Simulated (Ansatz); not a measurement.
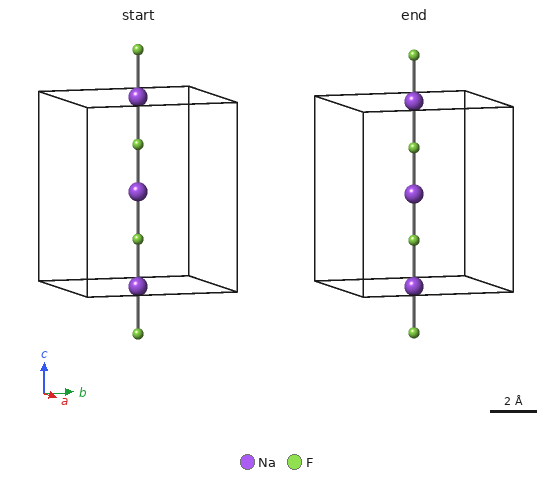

The structure of a wire of composition NaF before (left) and after (right) a relaxation, at one scale.

The picture is a ball-and-stick view of the 2 repeat of the cell, with the vacuum cut short, seen slightly off an axis.

Case: linear chain of atoms.

Method: DFT PBE, scalar-relativistic, plane waves, PAW (Ansatz). Settings: plane-wave cutoff 420 eV; k-point mesh 1 × 1 × 15; occupations gaussian; smearing width 0.05 eV; collinear spin; cell relaxed at fixed a, b, alpha, beta, gamma; force threshold 0.01 eV/Å; at most 45 steps.

Summarise the run.

Answer. The atoms keep their places relative to the layer's centre (all moves are under 0.005 Å). Along the periodic axis the drawn cell goes c 8.459 → 8.261 Å (−2.3 %). Near-neighbour distances that change, for instance: F–Na 2.115 → 2.065 Å. The energy falls by 14.4 meV per cell of the calculation in 3 accepted moves (4 points after the start). All forces vanish by symmetry, so only the cell relaxes. At 1 point the geometry stayed and the basis and grid were re-selected for the new cell (energy shift of 1.3 meV per cell of the calculation at most each time). The program noted that the starting moments weren't kept.
